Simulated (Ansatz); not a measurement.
# AlN (P6_3mc): bands and screening cutoff converge together, part 2 of 2

Aim: vary empty bands and screening cutoff apart and together in G0W0 on AlN (P6_3mc).

Ansatz 0.2.0; G0W0 on PBE, plane waves, PAW; PAW set soft_1. Known limits of the many-body steps: not at the basis limit.

So far. Step 7 (174 empty bands, screening to 150 eV): The G0W0 gap on the mesh is 5.868 eV.

The database entry behind the starting cell differs from later determinations by our own check (inner coordinate u about 0.002 short), so it need not match the best structure at ambient conditions.

### 8. 309 empty bands, screening to 220 eV

File input.yaml:

```yaml
crystal:
  lattice:
    - [3.113, 0.0, 0.0]
    - [-1.5565, 2.695937082, 0.0]
    - [0.0, 0.0, 4.981]
  atoms:
    - { symbol: Al, position: [0.3333333333, 0.6666666667, 0.0] }
    - { symbol: Al, position: [0.6666666667, 0.3333333333, 0.5] }
    - { symbol: "N", position: [0.3333333333, 0.6666666667, 0.38] }
    - { symbol: "N", position: [0.6666666667, 0.3333333333, 0.88] }
kpoints:
  mp_grid: { grid: [6, 6, 4] }
hamiltonian:
  xc: pbe
  pseudopotentials: { kind: paw, azcp: { folder: soft_1 } }
scf:
  occupations: { method: fixed }
gw:
  n_empty_bands: 309
  ecut_chi: 220
  qp_bands: [v2, c2]
  qp_kpoints: band_edges
  screening: { model: contour_deformation }
```

The run is started by

```bash
ansatz run input.yaml --threads 3 --pin off --max-ram 92160MiB --backend cuda --events-out ev --progress --plain --runs-dir out --devices 1 --max-vram 13GiB
```

Numbers of over 12 decimals in the logs are rounded to 6 here.

The log of the run:

```text
GPUs: using 1 of 1 available (devices: 1).
[...]
GPU FFT provider: cuFFT
GPU libraries: cuBLAS 13.8.2, cuFFT 12.4.0, cuSOLVER 12.3.4
Crystal: 4 atoms, lattice volume = 41.803 Å³
Basis set: ecut = 420 eV, 809 PW (Γ)
Bands: 12, of which v1, the nominal top of the filled ones, is band 8 counted from 1 (7 counted from 0)
Symmetry: 12 space group operations
[...]
k-points: 21 of 144 (time reversal used)
[...]
1    10     13.8987    -8.2310    -4.5670   -13.5497  0.8181    14.6548    14.6503  root
[...]
20     7      6.3358   -21.7364     3.0794   -17.4712  0.7770     5.1357     5.1501  root
    20     8      6.3358   -21.7364     3.0794   -17.4712  0.7770     5.1357     5.1501  root
    20     9     14.5445    -6.8458    -4.7146   -12.2056  0.8045    15.1937    15.1897  root
    20    10     14.5445    -6.8458    -4.7146   -12.2056  0.8045    15.1937    15.1897  root
[key lines of the parts left out:]
SCF converged after 7 iterations
Free energy (F): -1848.508205 eV
Fermi energy:    7.112566 eV
```

It took 18 s on 1 × NVIDIA H100 80GB HBM3 (shared by 6 runs) with 3 threads of AMD EPYC 7R13 (Zen 3), shared host; peak memory 1.4 GiB; 21 s of CPU time.

The G0W0 gap on the mesh is 5.923 eV.

### 9. 94 empty bands, screening to 300 eV

input.yaml: that of step 8 with these lines changed.

```diff
@@ -18,4 +18,4 @@
 gw:
-  n_empty_bands: 309
-  ecut_chi: 220
+  n_empty_bands: 94
+  ecut_chi: 300
   qp_bands: [v2, c2]
```

The log of the run:

```text
GPUs: using 1 of 1 available (devices: 1).
[...]
GPU FFT provider: cuFFT
GPU libraries: cuBLAS 13.8.2, cuFFT 12.4.0, cuSOLVER 12.3.4
Crystal: 4 atoms, lattice volume = 41.803 Å³
Basis set: ecut = 420 eV, 809 PW (Γ)
Bands: 12, of which v1, the nominal top of the filled ones, is band 8 counted from 1 (7 counted from 0)
Symmetry: 12 space group operations
[...]
k-points: 21 of 144 (time reversal used)
[...]
1    10     13.8987    -8.2310    -4.3707   -13.5497  0.8185    14.8539    14.8467  root
[...]
20     7      6.3358   -21.7364     3.3971   -17.4712  0.7773     5.4602     5.4677  root
    20     8      6.3358   -21.7364     3.3971   -17.4712  0.7773     5.4602     5.4677  root
    20     9     14.5445    -6.8458    -4.5049   -12.2056  0.8050    15.4066    15.3994  root
    20    10     14.5445    -6.8458    -4.5049   -12.2056  0.8050    15.4066    15.3994  root
[key lines of the parts left out:]
SCF converged after 7 iterations
Free energy (F): -1848.508205 eV
Fermi energy:    7.112566 eV
```

Wall time 24 s (1 × NVIDIA H100 80GB HBM3 (shared by 6 runs) with 3 threads); peak memory 1.8 GiB.

The G0W0 gap on the mesh is 5.808 eV.

### 10. 493 empty bands, screening to 300 eV

input.yaml: that of step 9 with these lines changed.

```diff
@@ -18,3 +18,3 @@
 gw:
-  n_empty_bands: 94
+  n_empty_bands: 493
   ecut_chi: 300
```

The log of the run:

```text
GPUs: using 1 of 1 available (devices: 1).
[...]
GPU FFT provider: cuFFT
GPU libraries: cuBLAS 13.8.2, cuFFT 12.4.0, cuSOLVER 12.3.4
Crystal: 4 atoms, lattice volume = 41.803 Å³
Basis set: ecut = 420 eV, 809 PW (Γ)
Bands: 12, of which v1, the nominal top of the filled ones, is band 8 counted from 1 (7 counted from 0)
Symmetry: 12 space group operations
[...]
k-points: 21 of 144 (time reversal used)
[...]
1    10     13.8987    -8.2310    -4.6170   -13.5497  0.8178    14.6042    14.6004  root
[...]
20     7      6.3358   -21.7364     2.9956   -17.4712  0.7763     5.0495     5.0663  root
    20     8      6.3358   -21.7364     2.9956   -17.4712  0.7763     5.0495     5.0663  root
    20     9     14.5445    -6.8458    -4.7615   -12.2056  0.8042    15.1463    15.1428  root
    20    10     14.5445    -6.8458    -4.7615   -12.2056  0.8042    15.1463    15.1428  root
[key lines of the parts left out:]
SCF converged after 7 iterations
Free energy (F): -1848.508205 eV
Fermi energy:    7.112566 eV
```

Run time: 64 s. Hardware: 1 × NVIDIA H100 80GB HBM3 (shared by 6 runs) with 3 threads; peak memory 2 GiB.

The G0W0 gap on the mesh is 5.943 eV.

### 11. The grid

Start PBE, 6×6×4 mesh. Times are wall times on 1 × NVIDIA H100 80GB HBM3 (shared by 6 runs) with 3 threads of AMD EPYC 7R13 (Zen 3), shared host, good to a factor of about two.

```csv
cutoff (eV),plane waves at q = 0,bands summed,gap (eV),Σc valence (eV),Σc conduction (eV),time
50,35,41,5.412,3.77,-3.65,12 s
50,35,182,5.372,3.51,-3.96,15 s
100,99,102,5.744,3.29,-3.80,14 s
100,99,501,5.776,3.12,-3.94,34 s
150,159,41,5.680,3.67,-3.49,11 s
150,159,182,5.868,3.04,-3.93,16 s
220,313,317,5.923,2.86,-4.05,18 s
300,513,102,5.808,3.20,-3.83,24 s
300,513,501,5.943,2.77,-4.12,64 s
```

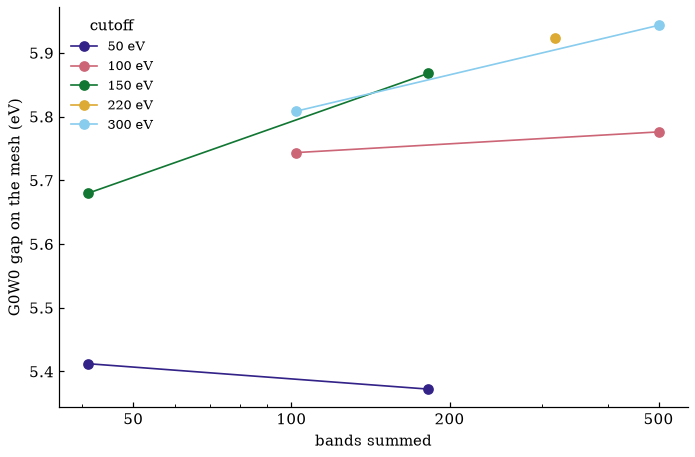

The gap against bands, one line for each screening cutoff.

### 12. Results

```json
{
  "41 bands, 50 eV": "5.412 eV",
  "182 bands, 50 eV": "5.372 eV",
  "102 bands, 100 eV": "5.744 eV",
  "501 bands, 100 eV": "5.776 eV",
  "41 bands, 150 eV": "5.680 eV",
  "182 bands, 150 eV": "5.868 eV",
  "317 bands, 220 eV": "5.923 eV",
  "102 bands, 300 eV": "5.808 eV",
  "501 bands, 300 eV": "5.943 eV",
  "estimated limit along the diagonal": "5.98 eV",
  "mesh and start": "6×6×4, PBE"
}
```

In words: At 50 eV, going from 41 to 182 bands moves the gap by −0.04 eV. At 100 eV, going from 102 to 501 bands moves the gap by +0.03 eV. At 150 eV, going from 41 to 182 bands moves the gap by +0.19 eV. At 300 eV, going from 102 to 501 bands moves the gap by +0.13 eV. At 41 bands, raising the cutoff from 50 to 150 eV moves it by +0.27 eV. At 182 bands, raising the cutoff from 50 to 150 eV moves it by +0.50 eV. At 102 bands, raising the cutoff from 100 to 300 eV moves it by +0.06 eV. At 501 bands, raising the cutoff from 100 to 300 eV moves it by +0.17 eV. Along the diagonal, where both rise together, the two highest rungs point to 5.98 eV. Gaps are over the mesh's points; an edge off the mesh would be missed. A low cutoff hides what high bands add, so a band series at one cutoff can look settled before the gap is.

[Paths, hosts, dates, memory and timing lines, banners, echoed tables and standing remarks are left out of the program output.]

[Logs are printed without paths, hosts, clocks, repeated set-up lines and the standing remarks that a program may print on its own settings, such as how far it seeks lower states.]

[Runs of the session that timed out or met a known fault of the program may be left out.]

[Cells called generated may have been cut or substituted from an entry of the Crystallography Open Database or the Materials Project.]

[Hosts, paths, dates, database ids (printed as entryN), source tags and the programs' standing remarks are cut or masked in the printed files.]
